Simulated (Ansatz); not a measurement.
**GaP: single-point calculation**

The run: single-point calculation of GaP (F-43m, 32 atoms in the cell). Method and program: DFT PBE, scalar-relativistic, plane waves, PAW, no spin polarisation (Ansatz 0.2.0).

The structure derives from a Materials Project entry. It belongs to a series of runs on one base structure; here: the perfect crystal in a cell of 32 atoms.

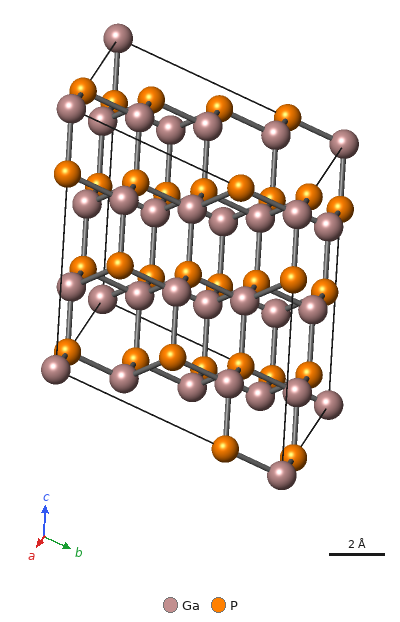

*The structure (ball-and-stick view of the cell of the calculation, seen slightly off an axis).*

Near neighbours in the crystal (not all of them lie inside the picture): Ga has 4 P at 2.38 Å; P has 4 Ga at 2.38 Å.

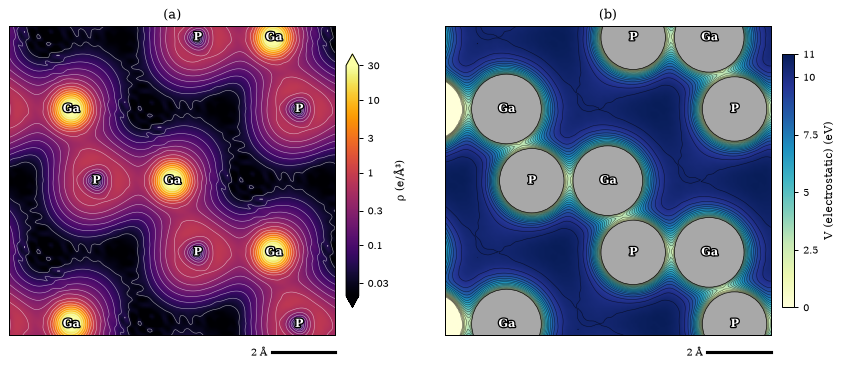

*(a) valence pseudo-density; (b) electrostatic potential (local pseudopotential plus Hartree) felt by an electron on the (010) plane of the calculation cell. Grey discs, where drawn, cover atomic cores.*

Atoms in the plane: Ga and P. Ga–P (2.38 Å): ρ at the midpoint is about 0.51 e/Å³. The density dies away to nearly zero in the voids. Outside the cores the potential energy rises away from the atoms and is highest about 2.3 Å from the nearest atoms; outside the discs it spans about 10 eV, and its zero is arbitrary. The fields are those of the smooth PAW valence density.

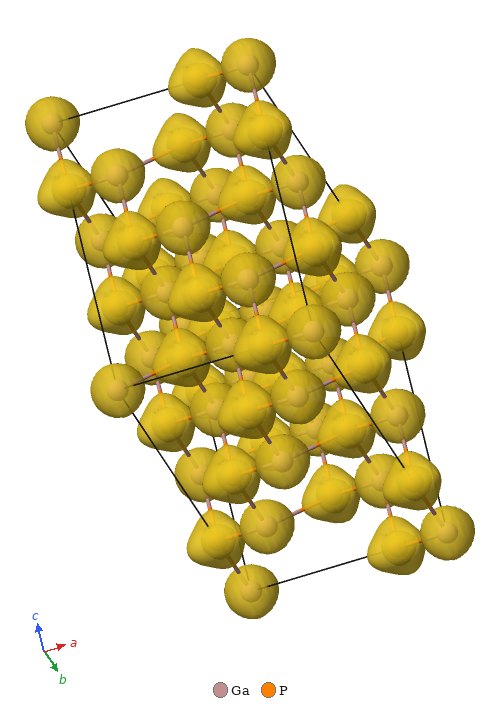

*Isosurface of the valence electron density at 0.6 e/Å³ (yellow), seen at an oblique angle. Sticks mark near contacts. The outline is the calculation cell.*

At this value the density breaks into separate islands; it holds about 60 % of the electrons treated as valence (semicore included). It is pinched off along the Ga–P (2.38 Å) contacts. On the grid the lowest density along these lines, outside the cores, is 0.51 e/Å³ (Ga–P, 2.38 Å).

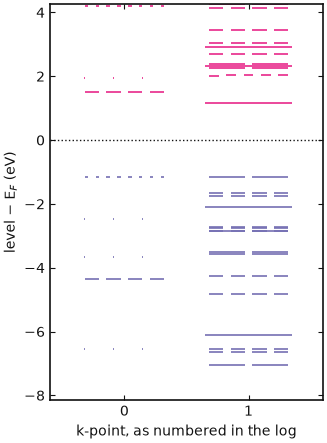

*Kohn–Sham levels near the Fermi level (dotted) at the few k-points that the log prints; levels within 0.02 eV of each other stand side by side.*

Among these points the highest filled and lowest empty levels are 2.30 eV apart, which is the gap on the mesh.

The input and output of the run follow.

## Input
```yaml
crystal:
  lattice:
    - [5.5051169748, 5.5051169748, -5.5051169748]
    - [-5.5051169748, -5.5051169748, -5.5051169748]
    - [-5.5051169748, 5.5051169748, 5.5051169748]
  atoms:
    - { symbol: Ga, position: [0.25, 0.5, 0.25] }
    - { symbol: Ga, position: [0.5, 0.25, 0.25] }
    - { symbol: Ga, position: [0.75, 0.0, 0.25] }
    - { symbol: Ga, position: [0.75, 0.5, 0.75] }
    - { symbol: Ga, position: [0.0, 0.5, 0.5] }
    - { symbol: Ga, position: [0.25, 0.25, 0.5] }
    - { symbol: Ga, position: [0.5, 0.0, 0.5] }
    - { symbol: Ga, position: [0.75, 0.75, 0.5] }
    - { symbol: Ga, position: [1.0, 0.75, 0.25] }
    - { symbol: Ga, position: [0.5, 0.5, 0.0] }
    - { symbol: Ga, position: [0.75, 0.25, 0.0] }
    - { symbol: Ga, position: [0.0, 0.25, 0.75] }
    - { symbol: Ga, position: [0.25, 1.0, 0.75] }
    - { symbol: Ga, position: [0.5, 0.75, 0.75] }
    - { symbol: Ga, position: [0.0, 0.0, 0.0] }
    - { symbol: Ga, position: [0.25, 0.75, 0.0] }
    - { symbol: P, position: [0.25, 0.5, 0.0] }
    - { symbol: P, position: [0.5, 0.25, 0.0] }
    - { symbol: P, position: [0.75, 0.0, 0.0] }
    - { symbol: P, position: [0.75, 0.5, 0.5] }
    - { symbol: P, position: [0.0, 0.5, 0.25] }
    - { symbol: P, position: [0.25, 0.25, 0.25] }
    - { symbol: P, position: [0.5, 0.0, 0.25] }
    - { symbol: P, position: [0.75, 0.75, 0.25] }
    - { symbol: P, position: [0.0, 0.75, 0.0] }
    - { symbol: P, position: [0.5, 0.5, 0.75] }
    - { symbol: P, position: [0.75, 0.25, 0.75] }
    - { symbol: P, position: [0.0, 0.25, 0.5] }
    - { symbol: P, position: [0.25, 0.0, 0.5] }
    - { symbol: P, position: [0.5, 0.75, 0.5] }
    - { symbol: P, position: [0.0, 0.0, 0.75] }
    - { symbol: P, position: [0.25, 0.75, 0.75] }
basis:
  ecutwfc: 420
  xc_grid: 2
kpoints:
  mp_grid: { grid: [2, 2, 2], shift: [0.5, 0.5, 0.5] }
hamiltonian:
  xc: pbe
scf:
  occupations: { method: gaussian, width: 0.01 }
output:
  forces: true
  stress: true
  eigenvalues: true
  write_density: true
  write_potential: true
  elf: true
  volumetric_format: npy
```

Run as:
```bash
ansatz run input.yaml --threads 4 --pin off --max-ram 6144MiB --backend cpu --events-out ev --progress --plain --runs-dir out
```

## What the program printed
```
Engine: ansatz 0.2.0, aarch64-unknown-linux-gnu
Pseudopotentials: kind: paw
Pseudopotential: Ga, paw, valence charge 13, recommended cutoff 420 eV (normal), Ga.paw.azcp
Pseudopotential: P, paw, valence charge 5, recommended cutoff 420 eV (normal), P.paw.azcp
Functional definition: PBE
  parameter kappa = 0.804
  parameter beta = 0.06672455060314922
  exchange = pbe_x(kappa = kappa, mu = beta*pi^2/3)
  correlation = pbe_c(beta = beta)
Crystal: 32 atoms, lattice volume = 667.359 Å³
Basis set: ecut = 420 eV, 13067 PW (Γ), exchange–correlation on 128×128×128 points (8 copies of the dense FFT grid, shifted against one another)
Bands: 176, of which v1, the nominal top of the filled ones, is band 144 counted from 1 (143 counted from 0)
Symmetry: 384 space group operations
Space group: F-43m (ITA 216), of the structure as read, at distance tolerance 8.7e-5 Å
k-points: 2 of 8 (time reversal used)
Non-local potential: Ga, projectors of the file, l = 0: 2, l = 1: 2, l = 2: 3, l = 3: 1
Non-local potential: P, projectors of the file, l = 0: 2, l = 1: 2, l = 2: 2
PAW form: soft (Blöchl's): semilocal exchange-correlation on the pseudo side does not see the compensation charge
PAW one-centre angular grid: Ga, 590 points (default); XC on 64 Gauss nodes
PAW one-centre angular grid: P, 110 points (default); XC on 64 Gauss nodes
Initial density: superposition of atomic densities (neutral atoms: chi_scale 0, normalization atom), corrected by the library's trained network
Initial wavefunctions: pseudopotential atomic-orbital guess
Functional: x = pbe(κ = 0.804, μ = 0.2195149727645171), c = pbe(β = 0.06672455060314922)
SCF iter   1: F=—  HF=-72632.963644 eV  |F-HF|=—  |Δ(HF+E_count)|=         —  Δρ=1.42e-3  dr2=2.19e-2  ethr=1.77e-3  ⟨swp⟩=7.5  Hψ=1481  notcnv=0
preconditioner: auto → Resta (q_TF=auto, 2.372 Å⁻¹)  ε∞=4.1  [insulator: Δε(μ)=2.295 eV  Ē_g=13.823 eV  σ=0.010 eV  W_gap=1.00  n_scr=140 (ndim 8)  ℏωp=24.4 eV  f_vac=0.015  D(μ)=0.00/eV (n_scr^D=0)  ε∞_Penn≈4.1]
SCF iter   2: F=—  HF=-72632.932128 eV  |F-HF|=—  |Δ(HF+E_count)|=   3.15e-2  Δρ=9.75e-4  dr2=6.57e-3  ethr=7.60e-6  ⟨swp⟩=3.0  Hψ=777  notcnv=0  defer=54
SCF iter   3: F=—  HF=-72632.931900 eV  |F-HF|=—  |Δ(HF+E_count)|=   2.28e-4  Δρ=3.97e-4  dr2=1.81e-3  ethr=2.28e-6  ⟨swp⟩=2.0  Hψ=596  notcnv=0  defer=54
SCF iter   4: F=—  HF=-72632.932614 eV  |F-HF|=—  |Δ(HF+E_count)|=   7.14e-4  Δρ=1.80e-4  dr2=2.17e-4  ethr=6.30e-7  ⟨swp⟩=2.0  Hψ=428  notcnv=0  defer=54
SCF iter   5: F=—  HF=-72632.932715 eV  |F-HF|=—  |Δ(HF+E_count)|=   1.01e-4  Δρ=4.16e-5  dr2=1.58e-5  ethr=7.53e-8  ⟨swp⟩=2.0  Hψ=586  notcnv=0  defer=54
SCF iter   6: F=—  HF=-72632.933008 eV  |F-HF|=—  |Δ(HF+E_count)|=   2.93e-4  Δρ=1.06e-5  dr2=4.46e-7  ethr=5.50e-9  ⟨swp⟩=2.0  Hψ=586  notcnv=0  defer=54
SCF iter   7: F=-72632.933009 eV  HF=-72632.933009 eV  |F-HF|=9.95e-9  |Δ(HF+E_count)|=   9.58e-7  Δρ=1.17e-6  dr2=5.02e-9  ethr=3.47e-11  ⟨swp⟩=17.0  Hψ=2832  notcnv=0
SCF 1 converged in 7 iterations: F = -72632.933009 eV  dr2 = 5.02e-9
  greatest PAW one-centre occupation: 0.994 electrons in one spin orbital (limit 2), on the Ga atom at site 15 (counted from 0), in its partial waves of l = 2
SCF converged after 7 iterations
Free energy (F): -72632.933009 eV
Harris-Foulkes:  -72632.933009 eV  (|F-HF|=9.95e-9)
Internal energy: -72632.933009 eV  (E = F + TS)
E sigma→0 (E₀):  -72632.933009 eV
Fermi energy:    7.249325 eV
--- Per-component energies (eV) ---
  E_band       = -1018.619807
  E_kinetic    = 2966.319522
  E_local      = -35527.483006  (includes V_loc(G=0)·N_el)
  E_nonlocal   = 7341.274307
  E_hartree    = 16402.761722
  E_xc         = -2085.051839
  E_vxc        = -1894.650645  (∫ρ·V_xc dr)
  E_paw        = -40936.799946  (= ΣΔE_a)
  E_vpaw       = -6709.612908  (= ΣTr[D̂ρ^β])
  E_aug_tail   = -0.001381  (compensation charges beyond the density's cutoff)
  E_ewald      = -20793.952388
  E_smearing   = -0.000000  (= −TS)
  E_closure    = 0.000000  (closes the sum)
  Σ components = -72632.933009   (vs F -72632.933009, Δ=0.00e0)
--- Forces (eV/Å), atoms counted from 1 ---
  atom   1  Ga     0.00000000    -0.00000000     0.00000000
  atom   2  Ga     0.00000000    -0.00000000    -0.00000000
  atom   3  Ga     0.00000000    -0.00000000     0.00000000
  atom   4  Ga     0.00000000    -0.00000000     0.00000000
  atom   5  Ga     0.00000000     0.00000000    -0.00000000
  atom   6  Ga     0.00000000    -0.00000000    -0.00000000
  atom   7  Ga     0.00000000    -0.00000000    -0.00000000
  atom   8  Ga     0.00000000    -0.00000000     0.00000000
  atom   9  Ga     0.00000000    -0.00000000    -0.00000000
  atom  10  Ga     0.00000000    -0.00000000    -0.00000000
  atom  11  Ga     0.00000000    -0.00000000     0.00000000
  atom  12  Ga     0.00000000    -0.00000000    -0.00000000
  atom  13  Ga     0.00000000    -0.00000000     0.00000000
  atom  14  Ga     0.00000000    -0.00000000    -0.00000000
  atom  15  Ga     0.00000000    -0.00000000     0.00000000
  atom  16  Ga     0.00000000     0.00000000     0.00000000
  atom  17  P     -0.00000000    -0.00000000    -0.00000000
  atom  18  P     -0.00000000    -0.00000000     0.00000000
  atom  19  P     -0.00000000    -0.00000000    -0.00000000
  atom  20  P     -0.00000000     0.00000000     0.00000000
  atom  21  P     -0.00000000    -0.00000000    -0.00000000
  atom  22  P     -0.00000000    -0.00000000    -0.00000000
  atom  23  P     -0.00000000    -0.00000000     0.00000000
  atom  24  P     -0.00000000    -0.00000000     0.00000000
  atom  25  P     -0.00000000    -0.00000000    -0.00000000
  atom  26  P     -0.00000000    -0.00000000     0.00000000
  atom  27  P      0.00000000    -0.00000000    -0.00000000
  atom  28  P      0.00000000    -0.00000000    -0.00000000
  atom  29  P     -0.00000000    -0.00000000    -0.00000000
  atom  30  P     -0.00000000    -0.00000000     0.00000000
  atom  31  P     -0.00000000    -0.00000000    -0.00000000
  atom  32  P     -0.00000000     0.00000000    -0.00000000
  max |Σ_I F_I| component: 5.66e-26 eV/Å
--- Stress (GPa, compression-positive) ---
        0.076892       0.000000      -0.000000
       -0.000000       0.076892      -0.000000
       -0.000000       0.000000       0.076892
  P = ⅓ Tr σ = 0.0769 GPa (0.769 kbar)
--- Band table (eV) ---
  k-point 0: bands = ["-7.8539", "-7.8539", "-7.8539", "-7.8539", "-7.8539", "-7.8539", "-7.8539", "-7.8539", "-7.8539", "-7.8539", "-7.8539", "-7.8539", "-7.8085", "-7.8085", "-7.8085", "-7.8085", "-7.7564", "-7.7564", "-7.7564", "-7.7564", "-7.7564", "-7.7564", "-7.7564", "-7.7564", "-7.7343", "-7.7343", "-7.7343", "-7.7343", "-7.7343", "-7.7343", "-7.7343", "-7.7343", "-7.7343", "-7.7343", "-7.7343", "-7.7343", "-7.7273", "-7.7273", "-7.7273", "-7.7273",
      "-7.7273", "-7.7273", "-7.7273", "-7.7273", "-7.7273", "-7.7273", "-7.7273", "-7.7273", "-7.6919", "-7.6919", "-7.6919", "-7.6919", "-7.6919", "-7.6919", "-7.6919", "-7.6919", "-7.6919", "-7.6919", "-7.6919", "-7.6919", "-7.6778", "-7.6778", "-7.6778", "-7.6778", "-7.6778", "-7.6778", "-7.6778", "-7.6778", "-7.6675", "-7.6675", "-7.6675", "-7.6675", "-7.6675", "-7.6675", "-7.6675", "-7.6675", "-7.6675", "-7.6675", "-7.6675", "-7.6675",
      "-4.8119", "-4.8119", "-4.8119", "-4.8119", "-3.2738", "-3.2738", "-3.2738", "-3.2738", "-3.2738", "-3.2738", "-3.2738", "-3.2738", "-3.2738", "-3.2738", "-3.2738", "-3.2738", "0.7033", "0.7033", "0.7033", "0.7033", "0.7033", "0.7033", "0.7033", "0.7033", "0.7033", "0.7033", "0.7033", "0.7033", "2.9034", "2.9034", "2.9034", "2.9034", "3.5981", "3.5981", "3.5981", "3.5981", "3.5981", "3.5981", "3.5981", "3.5981",
      "3.5981", "3.5981", "3.5981", "3.5981", "4.7623", "4.7623", "4.7623", "4.7623", "4.7623", "4.7623", "4.7623", "4.7623", "4.7623", "4.7623", "4.7623", "4.7623", "6.0795", "6.0795", "6.0795", "6.0795", "6.0795", "6.0795", "6.0795", "6.0795", "8.7669", "8.7669", "8.7669", "8.7669", "9.1834", "9.1834", "9.1834", "9.1834", "9.1834", "9.1834", "9.1834", "9.1834", "9.1834", "9.1834", "9.1834", "9.1834",
      "11.4377", "11.4377", "11.4377", "11.4377", "11.4377", "11.4377", "11.4377", "11.4377", "11.5632", "11.5632", "11.5632", "11.5632", "11.5632", "11.5632", "11.5632", "11.5632"]
  k-point 1: bands = ["-7.8687", "-7.8687", "-7.8642", "-7.8527", "-7.8527", "-7.8527", "-7.8527", "-7.8404", "-7.8404", "-7.8404", "-7.8404", "-7.8299", "-7.8299", "-7.8299", "-7.8299", "-7.7897", "-7.7614", "-7.7614", "-7.7454", "-7.7454", "-7.7454", "-7.7454", "-7.7453", "-7.7453", "-7.7453", "-7.7453", "-7.7434", "-7.7434", "-7.7434", "-7.7434", "-7.7419", "-7.7419", "-7.7419", "-7.7419", "-7.7384", "-7.7384", "-7.7384", "-7.7384", "-7.7228", "-7.7228",
      "-7.7228", "-7.7228", "-7.7219", "-7.7219", "-7.7195", "-7.7195", "-7.7144", "-7.7144", "-7.7054", "-7.7012", "-7.7012", "-7.6885", "-7.6885", "-7.6885", "-7.6885", "-7.6881", "-7.6881", "-7.6881", "-7.6881", "-7.6826", "-7.6761", "-7.6760", "-7.6760", "-7.6760", "-7.6760", "-7.6746", "-7.6746", "-7.6746", "-7.6746", "-7.6729", "-7.6729", "-7.6729", "-7.6729", "-7.6708", "-7.6708", "-7.6708", "-7.6708", "-7.6640", "-7.6640", "-7.6622",
      "-5.2979", "-4.3430", "-4.3430", "-4.3430", "-4.3430", "-3.6758", "-3.6758", "-3.6758", "-3.6758", "-3.4827", "-3.0251", "-3.0251", "-3.0251", "-3.0251", "-2.6879", "-2.6879", "0.1894", "0.1894", "0.6069", "0.6069", "0.6069", "0.6069", "0.7132", "0.7132", "0.7132", "0.7132", "1.1417", "2.4157", "2.4157", "2.4157", "2.4157", "2.9969", "2.9969", "2.9969", "2.9969", "3.6729", "3.6729", "3.7491", "3.7491", "4.3860",
      "4.3860", "4.4146", "4.4146", "4.4146", "4.4146", "4.4911", "4.4911", "4.4911", "4.4911", "4.5253", "4.5253", "4.5253", "4.5253", "5.1396", "5.4948", "5.4948", "5.4948", "5.4948", "5.5987", "5.5987", "5.5987", "5.5987", "6.0975", "6.0975", "8.4011", "9.2564", "9.2742", "9.2742", "9.2742", "9.2742", "9.5100", "9.5100", "9.5653", "9.6412", "9.6412", "9.9606", "9.9606", "9.9606", "9.9606", "10.1507",
      "10.2936", "10.2936", "10.2936", "10.2936", "10.7108", "10.7108", "10.7108", "10.7108", "11.3842", "11.3842", "11.3842", "11.3842", "11.5117", "11.5117", "11.8644", "11.8644"]
```

## Key numbers

- outcome: converged
- space group (tolerance 0.01 Å): F-43m (216)
- electrons treated: 288
- free energy: −72632.9330 eV
- Fermi energy: 7.249 eV
- gap on the k-point mesh: 2.30 eV
- pressure: 0.08 GPa
- largest force (length of the vector): under 0.001 eV/Å
- hardware: 4 threads of Arm Neoverse V1, 24 GiB of memory available, shared host
- wall time: 12 s (CPU time 49 s)
- peak memory: 1.4 GiB
